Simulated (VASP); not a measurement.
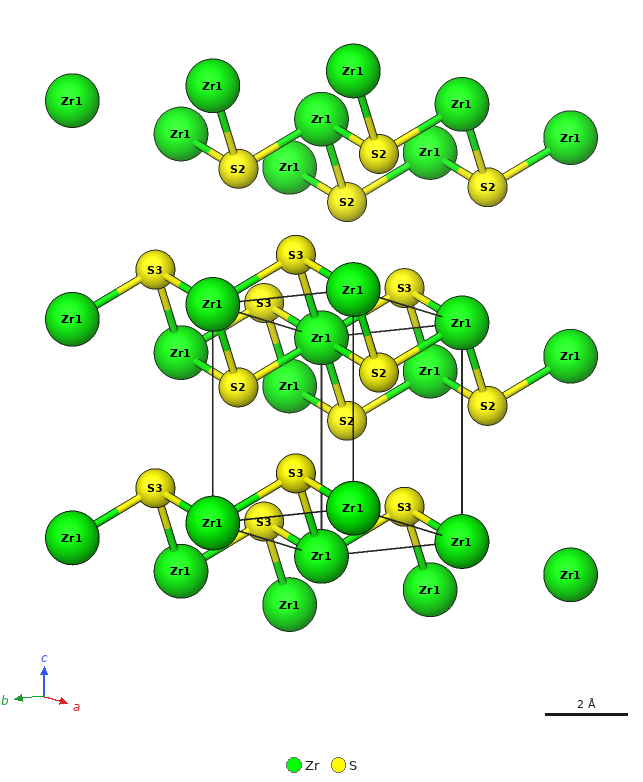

**Figure 1.** The input geometry (ball-and-stick view of the cell of the calculation, repeated 2 × 2 × 2, seen at an oblique angle; atoms are numbered from 1 in the order of the input).

## Band-structure run, with input and output: ZrS$_{2}$ (part 1 of 2)

- system: ZrS$_{2}$ (3 atoms in the cell)
- method: Kohn-Sham DFT of a periodic cell, PBE with D3(BJ), VASP PAW PBE potentials, recommended, no spin polarisation (VASP 6.6.1)

The structure derives from a Materials Project entry.

## INCAR
```
SYSTEM = ZrS2
PREC = Accurate
ENCUT = 520
EDIFF = 1E-6
ISMEAR = 0
SIGMA = 0.03
LREAL = .FALSE.
LASPH = .TRUE.
NELM = 80
ALGO = Normal
ISIF = 2
LWAVE = .FALSE.
LCHARG = .FALSE.
LMAXMIX = 4
GGA = PE
IVDW = 12
NBANDS = 19
ICORELEVEL = 1
```

## KPOINTS
```
Automatic mesh
0
G
  9 9 5
  0 0 0
```

## KPOINTS_OPT
```
explicit points
141
Reciprocal
 0.0000000000  0.0000000000  0.0000000000 1
 0.0357142857  0.0000000000  0.0000000000 1
 0.0714285714  0.0000000000  0.0000000000 1
 0.1071428571  0.0000000000  0.0000000000 1
 0.1428571429  0.0000000000  0.0000000000 1
 0.1785714286  0.0000000000  0.0000000000 1
 0.2142857143  0.0000000000  0.0000000000 1
 0.2500000000  0.0000000000  0.0000000000 1
 0.2857142857  0.0000000000  0.0000000000 1
 0.3214285714  0.0000000000  0.0000000000 1
 0.3571428571  0.0000000000  0.0000000000 1
 0.3928571429  0.0000000000  0.0000000000 1
 0.4285714286  0.0000000000  0.0000000000 1
 0.4642857143  0.0000000000  0.0000000000 1
 0.5000000000  0.0000000000  0.0000000000 1
 0.5000000000  0.0000000000  0.0000000000 1
 0.4880952381  0.0238095238  0.0000000000 1
 0.4761904762  0.0476190476  0.0000000000 1
 0.4642857143  0.0714285714  0.0000000000 1
 0.4523809524  0.0952380952  0.0000000000 1
 0.4404761905  0.1190476190  0.0000000000 1
 0.4285714286  0.1428571428  0.0000000000 1
 0.4166666666  0.1666666666  0.0000000000 1
 0.4047619047  0.1904761905  0.0000000000 1
 0.3928571428  0.2142857143  0.0000000000 1
 0.3809523809  0.2380952381  0.0000000000 1
 0.3690476190  0.2619047619  0.0000000000 1
 0.3571428571  0.2857142857  0.0000000000 1
 0.3452380952  0.3095238095  0.0000000000 1
 0.3333333333  0.3333333333  0.0000000000 1
 0.3333333333  0.3333333333  0.0000000000 1
 0.3095238095  0.3095238095  0.0000000000 1
 0.2857142857  0.2857142857  0.0000000000 1
 0.2619047619  0.2619047619  0.0000000000 1
 0.2380952381  0.2380952381  0.0000000000 1
 0.2142857143  0.2142857143  0.0000000000 1
 0.1904761905  0.1904761905  0.0000000000 1
 0.1666666666  0.1666666666  0.0000000000 1
 0.1428571428  0.1428571428  0.0000000000 1
 0.1190476190  0.1190476190  0.0000000000 1
 0.0952380952  0.0952380952  0.0000000000 1
 0.0714285714  0.0714285714  0.0000000000 1
 0.0476190476  0.0476190476  0.0000000000 1
 0.0238095238  0.0238095238  0.0000000000 1
 0.0000000000  0.0000000000  0.0000000000 1
 0.0000000000  0.0000000000  0.0000000000 1
 0.0000000000  0.0000000000  0.0357142857 1
 0.0000000000  0.0000000000  0.0714285714 1
 0.0000000000  0.0000000000  0.1071428571 1
 0.0000000000  0.0000000000  0.1428571429 1
 0.0000000000  0.0000000000  0.1785714286 1
 0.0000000000  0.0000000000  0.2142857143 1
 0.0000000000  0.0000000000  0.2500000000 1
 0.0000000000  0.0000000000  0.2857142857 1
 0.0000000000  0.0000000000  0.3214285714 1
 0.0000000000  0.0000000000  0.3571428571 1
 0.0000000000  0.0000000000  0.3928571429 1
 0.0000000000  0.0000000000  0.4285714286 1
 0.0000000000  0.0000000000  0.4642857143 1
 0.0000000000  0.0000000000  0.5000000000 1
 0.0000000000  0.0000000000  0.5000000000 1
 0.0357142857  0.0000000000  0.5000000000 1
 0.0714285714  0.0000000000  0.5000000000 1
 0.1071428571  0.0000000000  0.5000000000 1
 0.1428571429  0.0000000000  0.5000000000 1
 0.1785714286  0.0000000000  0.5000000000 1
 0.2142857143  0.0000000000  0.5000000000 1
 0.2500000000  0.0000000000  0.5000000000 1
 0.2857142857  0.0000000000  0.5000000000 1
 0.3214285714  0.0000000000  0.5000000000 1
 0.3571428571  0.0000000000  0.5000000000 1
 0.3928571429  0.0000000000  0.5000000000 1
 0.4285714286  0.0000000000  0.5000000000 1
 0.4642857143  0.0000000000  0.5000000000 1
 0.5000000000  0.0000000000  0.5000000000 1
 0.5000000000  0.0000000000  0.5000000000 1
 0.4880952381  0.0238095238  0.5000000000 1
 0.4761904762  0.0476190476  0.5000000000 1
 0.4642857143  0.0714285714  0.5000000000 1
 0.4523809524  0.0952380952  0.5000000000 1
 0.4404761905  0.1190476190  0.5000000000 1
 0.4285714286  0.1428571428  0.5000000000 1
 0.4166666666  0.1666666666  0.5000000000 1
 0.4047619047  0.1904761905  0.5000000000 1
 0.3928571428  0.2142857143  0.5000000000 1
 0.3809523809  0.2380952381  0.5000000000 1
 0.3690476190  0.2619047619  0.5000000000 1
 0.3571428571  0.2857142857  0.5000000000 1
 0.3452380952  0.3095238095  0.5000000000 1
 0.3333333333  0.3333333333  0.5000000000 1
 0.3333333333  0.3333333333  0.5000000000 1
 0.3095238095  0.3095238095  0.5000000000 1
 0.2857142857  0.2857142857  0.5000000000 1
 0.2619047619  0.2619047619  0.5000000000 1
 0.2380952381  0.2380952381  0.5000000000 1
 0.2142857143  0.2142857143  0.5000000000 1
 0.1904761905  0.1904761905  0.5000000000 1
 0.1666666666  0.1666666666  0.5000000000 1
 0.1428571428  0.1428571428  0.5000000000 1
 0.1190476190  0.1190476190  0.5000000000 1
 0.0952380952  0.0952380952  0.5000000000 1
 0.0714285714  0.0714285714  0.5000000000 1
 0.0476190476  0.0476190476  0.5000000000 1
 0.0238095238  0.0238095238  0.5000000000 1
 0.0000000000  0.0000000000  0.5000000000 1
 0.5000000000  0.0000000000  0.5000000000 1
 0.5000000000  0.0000000000  0.4642857143 1
 0.5000000000  0.0000000000  0.4285714286 1
 0.5000000000  0.0000000000  0.3928571429 1
 0.5000000000  0.0000000000  0.3571428571 1
 0.5000000000  0.0000000000  0.3214285714 1
 0.5000000000  0.0000000000  0.2857142857 1
 0.5000000000  0.0000000000  0.2500000000 1
 0.5000000000  0.0000000000  0.2142857143 1
 0.5000000000  0.0000000000  0.1785714286 1
 0.5000000000  0.0000000000  0.1428571429 1
 0.5000000000  0.0000000000  0.1071428571 1
 0.5000000000  0.0000000000  0.0714285714 1
 0.5000000000  0.0000000000  0.0357142857 1
 0.5000000000  0.0000000000  0.0000000000 1
 0.3333333333  0.3333333333  0.0000000000 1
 0.3333333333  0.3333333333  0.0357142857 1
 0.3333333333  0.3333333333  0.0714285714 1
 0.3333333333  0.3333333333  0.1071428571 1
 0.3333333333  0.3333333333  0.1428571429 1
 0.3333333333  0.3333333333  0.1785714286 1
 0.3333333333  0.3333333333  0.2142857143 1
 0.3333333333  0.3333333333  0.2500000000 1
 0.3333333333  0.3333333333  0.2857142857 1
 0.3333333333  0.3333333333  0.3214285714 1
 0.3333333333  0.3333333333  0.3571428571 1
 0.3333333333  0.3333333333  0.3928571429 1
 0.3333333333  0.3333333333  0.4285714286 1
 0.3333333333  0.3333333333  0.4642857143 1
 0.3333333333  0.3333333333  0.5000000000 1
 0.0000000000  0.0000000000  0.0000000000 1
 0.0000000000  0.0000000000  0.5000000000 1
 0.3333333333  0.3333333333  0.5000000000 1
 0.3333333333  0.3333333333  0.0000000000 1
 0.5000000000  0.0000000000  0.5000000000 1
 0.5000000000  0.0000000000  0.0000000000 1
```

## POSCAR
```
ZrS2                                    
1.0
    3.6341384500     -0.0000000001     -0.0000000000
   -1.8170692202      3.1472562155     -0.0000000000
   -0.0000000000      0.0000000000      5.7239644351
  Zr              S             
     1     2
Direct
     0.0000000000000000    1.0000000000000000    1.0000000000000000
     0.6666666699999979    0.3333333300000021    0.7447833640796309
     0.3333333300000021    0.6666666699999979    0.2552166359203691
```

Launch command:
```bash
cat potpaw_PBE.64/Zr_sv/POTCAR potpaw_PBE.64/S/POTCAR > POTCAR
mpirun -np 1 vasp_std > vasp.out
```

## OSZICAR
```
N       E                     dE             d eps       ncg     rms          rms(c)
DAV:   1     0.165452310583E+03    0.16545E+03   -0.12034E+04  1900   0.117E+03
DAV:   2    -0.137465685682E+02   -0.17920E+03   -0.17474E+03  2432   0.278E+02
DAV:   3    -0.231809382814E+02   -0.94344E+01   -0.93852E+01  3100   0.578E+01
DAV:   4    -0.234017318145E+02   -0.22079E+00   -0.22038E+00  2626   0.777E+00
DAV:   5    -0.234067171976E+02   -0.49854E-02   -0.49839E-02  2738   0.109E+00    0.171E+01
DAV:   6    -0.214222399617E+02    0.19845E+01   -0.60902E+00  2097   0.138E+01    0.805E+00
DAV:   7    -0.213605756021E+02    0.61664E-01   -0.54243E-01  2549   0.403E+00    0.399E+00
DAV:   8    -0.213672554131E+02   -0.66798E-02   -0.88758E-02  2347   0.177E+00    0.799E-01
DAV:   9    -0.213667487877E+02    0.50663E-03   -0.11451E-02  2187   0.680E-01    0.516E-01
DAV:  10    -0.213670509540E+02   -0.30217E-03   -0.24273E-03  2193   0.344E-01    0.335E-01
DAV:  11    -0.213669567218E+02    0.94232E-04   -0.34542E-04  2294   0.128E-01    0.545E-02
DAV:  12    -0.213669855991E+02   -0.28877E-04   -0.90265E-05  2166   0.553E-02    0.359E-02
DAV:  13    -0.213669822635E+02    0.33356E-05   -0.73297E-06  2282   0.136E-02    0.118E-02
DAV:  14    -0.213669821729E+02    0.90602E-07   -0.67395E-07  1427   0.403E-03
   1 F= -.22456654E+02 E0= -.22456654E+02  d E =-.682515E-12
       N       E                     dE             ncg
DAV:   1    -0.125778260773E+04   -0.27247E+05     1900
DAV:   2    -0.101219850228E+05   -0.88642E+04     2451
DAV:   3    -0.105844235221E+05   -0.46244E+03     3083
DAV:   4    -0.105948384610E+05   -0.10415E+02     2535
DAV:   5    -0.105951139149E+05   -0.27545E+00     2730
DAV:   6    -0.105951165194E+05   -0.26045E-02     2521
DAV:   7    -0.105951165814E+05   -0.61962E-04     2816
DAV:   8    -0.105951165818E+05   -0.38334E-06     1887
       N       E                     dE             ncg
DAV:   1    -0.109891061838E+04   -0.31617E+05     1900
DAV:   2    -0.100788639692E+05   -0.89800E+04     2402
DAV:   3    -0.105824651257E+05   -0.50360E+03     3152
DAV:   4    -0.105924858936E+05   -0.10021E+02     2553
DAV:   5    -0.105928037593E+05   -0.31787E+00     2738
DAV:   6    -0.105928075995E+05   -0.38402E-02     2572
DAV:   7    -0.105928076740E+05   -0.74506E-04     2801
DAV:   8    -0.105928076746E+05   -0.67250E-06     1996
       N       E                     dE             ncg
DAV:   1     0.505961861654E+04   -0.32588E+05     1558
DAV:   2    -0.195151711724E+04   -0.70111E+04     1965
DAV:   3    -0.232457741132E+04   -0.37306E+03     2556
DAV:   4    -0.233335821181E+04   -0.87808E+01     2102
DAV:   5    -0.233363395839E+04   -0.27575E+00     2292
DAV:   6    -0.233363758221E+04   -0.36238E-02     2118
DAV:   7    -0.233363765286E+04   -0.70649E-04     2339
DAV:   8    -0.233363765383E+04   -0.96947E-06     1561
```

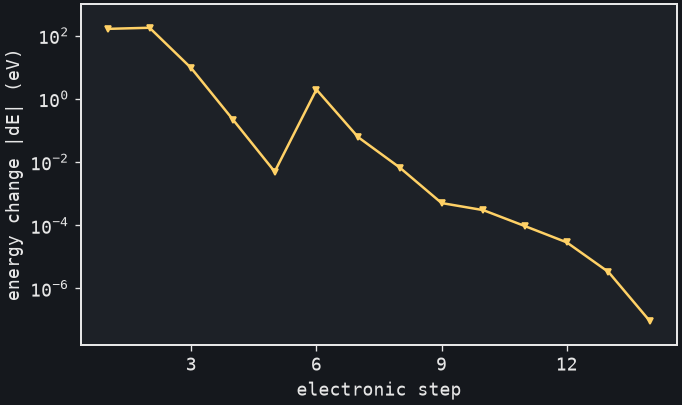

**Figure 2.** Convergence of the self-consistent field: energy change |dE| against the electronic step. It takes 14 electronic steps. The density is held fixed in the first few steps, and dE rises again when its update begins.

## Parts of OUTCAR
```
SYSTEM = ZrS2
   PREC = Accurate
   ENCUT = 520
   EDIFF = 1E-6
   ISMEAR = 0
   LREAL = .FALSE.
   LASPH = .TRUE.
   NELM = 80
   ISIF = 2
   GGA = PE
   IVDW = 12
 IVDW          = 12
 VDW_S6        =  1.00000000  s6, scaling of the dipole-dipole dispersion
 VDW_S8        =  0.78750002  s8, scaling of the dipole-quadrupole dispersion
 VDW_A1        =  0.42890000  a1, scaling of the critical radii
 VDW_A2        =  4.44070005  a2, offset of the critical radii
 VDW_RADIUS    = 50.20216178  two-body interaction cutoff (in Angstroms)
 VDW_CNRADIUS  = 21.16708996  CN, coordination number cutoff (in Angstroms)

 ion  position               nearest neighbor table
   1  0.000  0.000  0.000-   2 2.56   3 2.56   3 2.56   2 2.56   2 2.56   3 2.56
   2  0.667  0.333  0.745-   1 2.56   1 2.56   1 2.56
   3  0.333  0.667  0.255-   1 2.56   1 2.56   1 2.56

  LATTYP: Found a hexagonal cell.
 ALAT       =     3.6341384500
 C/A-ratio  =     1.5750540366

  Lattice vectors:

 A1 = (   3.6341384500,  -0.0000000001,   0.0000000000)
 A2 = (  -1.8170692202,   3.1472562155,   0.0000000000)
 A3 = (   0.0000000000,   0.0000000000,   5.7239644351)

Analysis of symmetry for initial positions (statically):
=====================================================================
 Subroutine PRICEL returns:
 Original cell was already a primitive cell.

 Routine SETGRP: Setting up the symmetry group for a
 hexagonal supercell.

 Subroutine GETGRP returns: Found 12 space group operations
 (whereof 12 operations were pure point group operations)
 out of a pool of 24 trial point group operations.

The static configuration has the point symmetry D_3d.

Analysis of symmetry for dynamics (positions and initial velocities):
=====================================================================
 Subroutine PRICEL returns:
 Original cell was already a primitive cell.

 Routine SETGRP: Setting up the symmetry group for a
 hexagonal supercell.

 Subroutine GETGRP returns: Found 12 space group operations
 (whereof 12 operations were pure point group operations)
 out of a pool of 24 trial point group operations.

The dynamic configuration has the point symmetry D_3d.

 Subroutine INISYM returns: Found 12 space group operations
 (whereof 12 operations are pure point group operations),
 and found     1 'primitive' translations

----------------------------------------------------------------------------------------

                                     Primitive cell

  volume of cell :      65.4682

  direct lattice vectors                    reciprocal lattice vectors
     3.634138450 -0.000000000  0.000000000     0.275168383  0.158868540  0.000000000
    -1.817069220  3.147256216  0.000000000     0.000000000  0.317737080  0.000000000
     0.000000000  0.000000000  5.723964435     0.000000000  0.000000000  0.174704090

  length of vectors
     3.634138450  3.634138445  5.723964435     0.317737080  0.317737080  0.174704090

  position of ions in fractional coordinates (direct lattice)
     0.000000000  0.000000000  0.000000000
     0.666666670  0.333333330  0.744783364
     0.333333330  0.666666670  0.255216636

  ion indices of the primitive-cell ions
   primitive index   ion index
                 1           1
                 2           2
                 3           3

----------------------------------------------------------------------------------------

 KPOINTS: Automatic mesh

Automatic generation of k-mesh.
 Grid dimensions read from file:
 generate k-points for:    9    9    5
```
